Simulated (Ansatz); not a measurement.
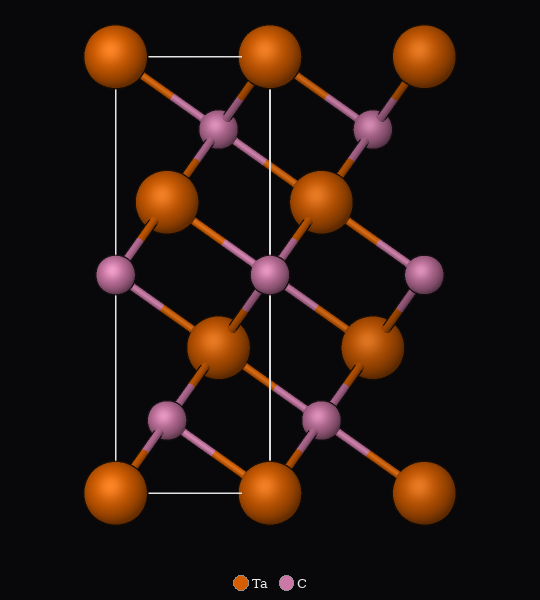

The picture looks along a close-packed row of the hexagonal mesh; [111] points upwards. Every atom sits on one of the three columns of the mesh; call them A, B, C in the order in which they first turn up. The box is the hexagonal cell of the face-centred cubic lattice. The sequence starts with the first layer at or above the cell's origin.

System TaC; source of the atomic positions: the input geometry of an electronic-structure calculation (not necessarily at equilibrium).

List the layers of one repeat.

Ta(A) – C(B) – Ta(C) – C(A) – Ta(B) – C(C) (six layers in 7.71 Å).

How are the C layers alone stacked?

C layers alone: BAC, the cubic close-packed type.

Which positions between or in the C layers do the other atoms fill?

Ta: three octahedral sites (per hexagonal cell).
